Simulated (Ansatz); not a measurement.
## What a change does: single-point calculation on ZrS2

System: ZrS2 (P-3m1, 3 atoms in the cell).
Method of run 1: DFT, PBE, plane waves, PAW, no spin polarisation (Ansatz 0.2.0).

The structure derives from a Materials Project entry. The geometry comes from this level: r2scan-rvv10 (a point of a series of volumes). Text and figures count atoms from 1; the logs count them from 0 in places.

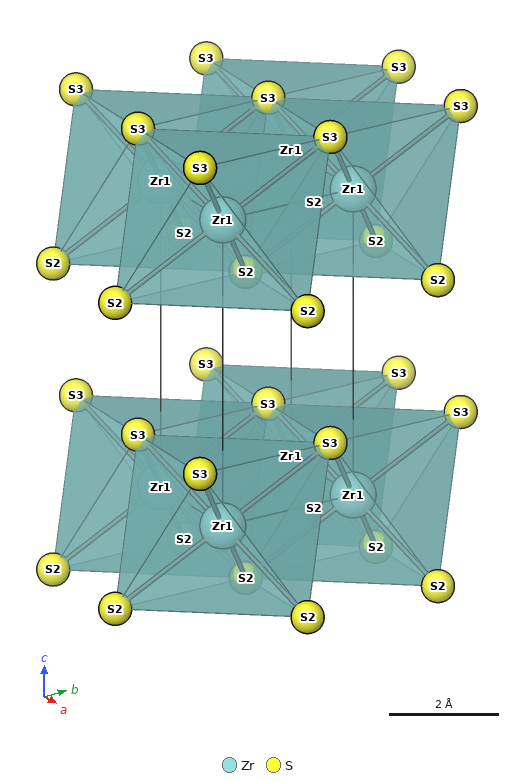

The structure as given in the input (polyhedral view of the cell of the calculation, seen slightly off an axis; polyhedra are completed across the faces of the cell; atoms are numbered from 1 in the order of the input).

## Input, run 1
```yaml
crystal:
  lattice:
    - [3.6247022987, 0.0, 0.0]
    - [-1.8123511493, 3.1390842718, 0.0]
    - [0.0, 0.0, 5.7779756152]
  atoms:
    - { symbol: Zr, position: [0.0, 0.0, 0.0] }
    - { symbol: S, position: [0.6666666667, 0.3333333333, 0.7537648221] }
    - { symbol: S, position: [0.3333333333, 0.6666666667, 0.2462351779] }
kpoints:
  mp_grid: { grid: [6, 6, 2] }
hamiltonian:
  xc: pbe
scf:
  occupations: { method: fermi_dirac, width: 0.02 }
  n_extra_bands: 4
output:
  forces: true
  stress: true
  eigenvalues: true
basis:
  ecutwfc: 260
```

Command:
```bash
ansatz run input.yaml --threads 2 --pin off --max-ram 2764MiB --backend cpu --events-out ev --progress --plain --runs-dir out
```

Hardware: 2 threads of Arm Neoverse V1, 24 GiB of memory available, shared host.

## Output, shortened to warnings, some set-up lines, iterations and results (run 1)
```
Warning: basis.ecutwfc = 260 eV is below the records' recommended 420 eV, and the density's cutoff is lower with it unless basis.ecutrho_ratio is high enough to keep the records' density cutoff: compare with a run at a higher cutoff
Basis set: ecut = 260 eV, 615 PW (Γ), exchange–correlation on 40×40×64 points (8 copies of the dense FFT grid, shifted against one another)
Symmetry: 12 space group operations
k-points: 14 of 72
Initial density: superposition of atomic densities (neutral atoms: chi_scale 0, normalization atom), corrected by the library's trained network
[...]
SCF iter   1: F=—  HF=-5992.310526 eV  |F-HF|=—  |Δ(HF+E_count)|=         —  Δρ=4.16e-3  dr2=3.39e-3  ethr=1.77e-3  ⟨swp⟩=6.1  Hψ=1201  notcnv=0
SCF iter   2: F=—  HF=-5992.309984 eV  |F-HF|=—  |Δ(HF+E_count)|=   5.42e-4  Δρ=2.08e-3  dr2=8.55e-4  ethr=1.41e-5  ⟨swp⟩=2.6  Hψ=543  notcnv=0
SCF iter   3: F=—  HF=-5992.310536 eV  |F-HF|=—  |Δ(HF+E_count)|=   5.52e-4  Δρ=2.77e-4  dr2=6.33e-5  ethr=3.56e-6  ⟨swp⟩=2.0  Hψ=446  notcnv=0
SCF iter   4: F=—  HF=-5992.310383 eV  |F-HF|=—  |Δ(HF+E_count)|=   1.53e-4  Δρ=1.01e-4  dr2=5.47e-6  ethr=2.64e-7  ⟨swp⟩=2.2  Hψ=304  notcnv=0
SCF iter   5: F=—  HF=-5992.310388 eV  |F-HF|=—  |Δ(HF+E_count)|=   4.82e-6  Δρ=1.97e-5  dr2=6.10e-7  ethr=2.28e-8  ⟨swp⟩=2.0  Hψ=308  notcnv=0
SCF iter   6: F=-5992.310388 eV  HF=-5992.310388 eV  |F-HF|=2.34e-8  |Δ(HF+E_count)|=   1.77e-7  Δρ=6.20e-6  dr2=3.20e-8  ethr=4.17e-10  ⟨swp⟩=4.4  Hψ=780  notcnv=0
SCF 1 converged in 6 iterations: F = -5992.310388 eV  dr2 = 3.20e-8
SCF converged after 6 iterations
Free energy (F): -5992.310388 eV
Harris-Foulkes:  -5992.310388 eV  (|F-HF|=2.34e-8)
Internal energy: -5992.310388 eV  (E = F + TS)
E sigma→0 (E₀):  -5992.310388 eV
Fermi energy:    8.003994 eV
--- Per-component energies (eV) ---
  E_band       = -154.999830
  E_kinetic    = 548.852534
  E_local      = -1277.348977  (includes V_loc(G=0)·N_el)
  E_nonlocal   = 135.161764
  E_hartree    = 447.970804
  E_xc         = -357.709979
  E_vxc        = -368.140982  (∫ρ·V_xc dr)
  E_paw        = -4154.065360  (= ΣΔE_a)
  E_vpaw       = -89.465128  (= ΣTr[D̂ρ^β])
  E_aug_tail   = 0.000112  (compensation charges beyond the density's cutoff)
  E_ewald      = -1335.171286
  E_smearing   = -0.000000  (= −TS)
  E_closure    = 0.000000  (closes the sum)
  Σ components = -5992.310388   (vs F -5992.310388, Δ=0.00e0)
--- Forces (eV/Å), atoms counted from 1 ---
  atom   1  Zr    -0.00000000    -0.00000000     0.00000000
  atom   2  S      0.00000000     0.00000000    -0.57115802
  atom   3  S      0.00000000    -0.00000000     0.57115802
  max |Σ_I F_I| component: 3.70e-17 eV/Å
--- Stress (GPa, compression-positive) ---
        6.178538       0.000000      -0.000000
        0.000000       6.178538       0.000000
       -0.000000       0.000000       6.150115
  P = ⅓ Tr σ = 6.1691 GPa (61.691 kbar)
```

For run 2 the input was changed thus:
```diff
-    - [3.6247022987, 0.0, 0.0]
-    - [-1.8123511493, 3.1390842718, 0.0]
-    - [0.0, 0.0, 5.7779756152]
+    - [3.5736433524, 0.0, 0.0]
+    - [-1.7868216762, 3.0948659273, 0.0]
+    - [0.0, 0.0, 5.6965848355]
```

Predict how the results change.

With the same functional and potentials, run 2 lies 51.8 meV per atom higher. The gap on the mesh goes from 0.84 to 0.80 eV. The pressure goes from 6.17 to 11.45 GPa. The largest force goes from 0.571 to 1.146 eV/Å. The volume per atom goes from 21.91 to 21.00 Å³. The cell is scaled evenly with the atoms at fixed fractional positions, so −ΔP/Δ ln V estimates the bulk modulus midway between the two volumes: about 120 GPa. The number of SCF iterations is the same. The plane waves at Γ go from 615 to 603.

## Output, shortened to warnings, some set-up lines, iterations and results (run 2)
```
Warning: basis.ecutwfc = 260 eV is below the records' recommended 420 eV, and the density's cutoff is lower with it unless basis.ecutrho_ratio is high enough to keep the records' density cutoff: compare with a run at a higher cutoff
Basis set: ecut = 260 eV, 603 PW (Γ), exchange–correlation on 40×40×60 points (8 copies of the dense FFT grid, shifted against one another)
Symmetry: 12 space group operations
k-points: 14 of 72
Initial density: superposition of atomic densities (neutral atoms: chi_scale 0, normalization atom), corrected by the library's trained network
[...]
SCF iter   1: F=—  HF=-5992.154971 eV  |F-HF|=—  |Δ(HF+E_count)|=         —  Δρ=4.42e-3  dr2=3.83e-3  ethr=1.77e-3  ⟨swp⟩=6.2  Hψ=1209  notcnv=0
SCF iter   2: F=—  HF=-5992.153957 eV  |F-HF|=—  |Δ(HF+E_count)|=   1.01e-3  Δρ=2.21e-3  dr2=9.52e-4  ethr=1.60e-5  ⟨swp⟩=2.9  Hψ=549  notcnv=0
SCF iter   3: F=—  HF=-5992.154530 eV  |F-HF|=—  |Δ(HF+E_count)|=   5.73e-4  Δρ=3.01e-4  dr2=6.68e-5  ethr=3.97e-6  ⟨swp⟩=2.0  Hψ=448  notcnv=0
SCF iter   4: F=—  HF=-5992.155016 eV  |F-HF|=—  |Δ(HF+E_count)|=   4.85e-4  Δρ=1.08e-4  dr2=5.28e-6  ethr=2.78e-7  ⟨swp⟩=2.2  Hψ=300  notcnv=0
SCF iter   5: F=—  HF=-5992.155021 eV  |F-HF|=—  |Δ(HF+E_count)|=   4.97e-6  Δρ=1.89e-5  dr2=4.88e-7  ethr=2.20e-8  ⟨swp⟩=2.0  Hψ=303  notcnv=0
SCF iter   6: F=-5992.155021 eV  HF=-5992.155021 eV  |F-HF|=1.67e-8  |Δ(HF+E_count)|=   1.60e-7  Δρ=5.26e-6  dr2=2.09e-8  ethr=4.17e-10  ⟨swp⟩=4.3  Hψ=778  notcnv=0
SCF 1 converged in 6 iterations: F = -5992.155021 eV  dr2 = 2.09e-8
SCF converged after 6 iterations
Free energy (F): -5992.155021 eV
Harris-Foulkes:  -5992.155021 eV  (|F-HF|=1.67e-8)
Internal energy: -5992.155021 eV  (E = F + TS)
E sigma→0 (E₀):  -5992.155021 eV
Fermi energy:    8.545931 eV
--- Per-component energies (eV) ---
  E_band       = -142.200075
  E_kinetic    = 552.155233
  E_local      = -1254.284272  (includes V_loc(G=0)·N_el)
  E_nonlocal   = 135.370120
  E_hartree    = 441.919283
  E_xc         = -358.833811
  E_vxc        = -369.653308  (∫ρ·V_xc dr)
  E_paw        = -4154.233961  (= ΣΔE_a)
  E_vpaw       = -89.626599  (= ΣTr[D̂ρ^β])
  E_aug_tail   = 0.000124  (compensation charges beyond the density's cutoff)
  E_ewald      = -1354.247739
  E_smearing   = -0.000000  (= −TS)
  E_closure    = -0.000000  (closes the sum)
  Σ components = -5992.155021   (vs F -5992.155021, Δ=0.00e0)
--- Forces (eV/Å), atoms counted from 1 ---
  atom   1  Zr    -0.00000000     0.00000000     0.00000000
  atom   2  S      0.00000000    -0.00000000    -1.14566377
  atom   3  S     -0.00000000     0.00000000     1.14566377
  max |Σ_I F_I| component: 3.70e-17 eV/Å
--- Stress (GPa, compression-positive) ---
       11.726129       0.000000      -0.000000
       -0.000000      11.726129      -0.000000
       -0.000000      -0.000000      10.900982
  P = ⅓ Tr σ = 11.4511 GPa (114.511 kbar)
```

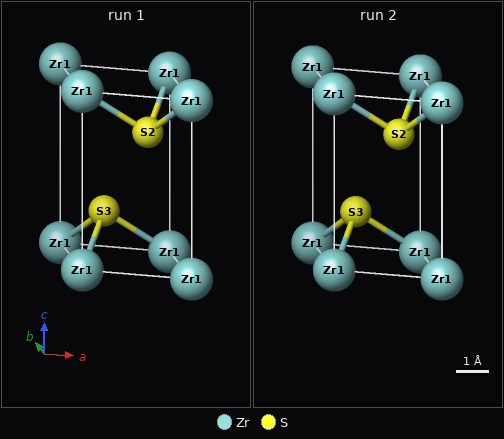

The two input geometries at one scale (ball-and-stick view of the cell of the calculation, seen slightly off an axis). No atom moves by more than 0.005 Å relative to the cell. The volume changes by −4.2 %, with a = b 3.625 → 3.574 Å (−1.4 %), c 5.778 → 5.697 Å (−1.4 %). Among the contacts that change: Zr1–S2 2.531 → 2.495 Å.

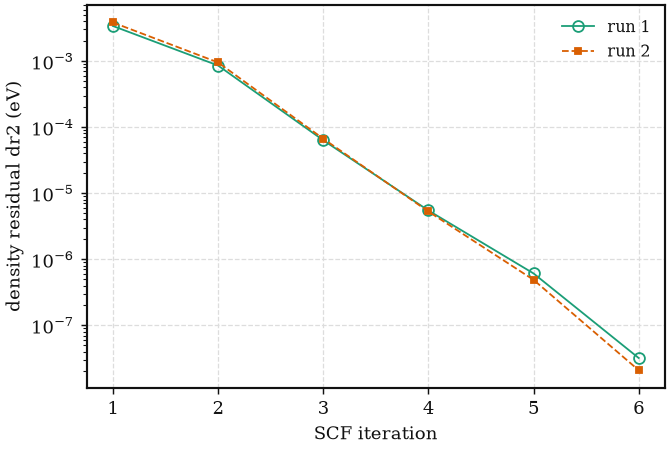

Convergence of the two runs: density residual dr2 against the SCF iteration. Run 1 takes 6 iterations in all, and run 2 takes 6.

## The two runs side by side

| quantity | run 1 | run 2 |
| --- | --- | --- |
| outcome | converged | converged |
| free energy per atom (eV) | −1997.4368 | −1997.3850 |
| gap on the mesh (eV) | 0.84 | 0.80 |
| pressure (GPa) | 6.17 | 11.45 |
| volume per atom (Å³) | 21.91 | 21.00 |
| largest force (eV/Å) | 0.571 | 1.146 |
| SCF iterations | 6 | 6 |
| irreducible k-points | 14 | 14 |
| plane waves at Γ | 615 | 603 |

For both runs: Warnings: the cutoff is below the recommended one.
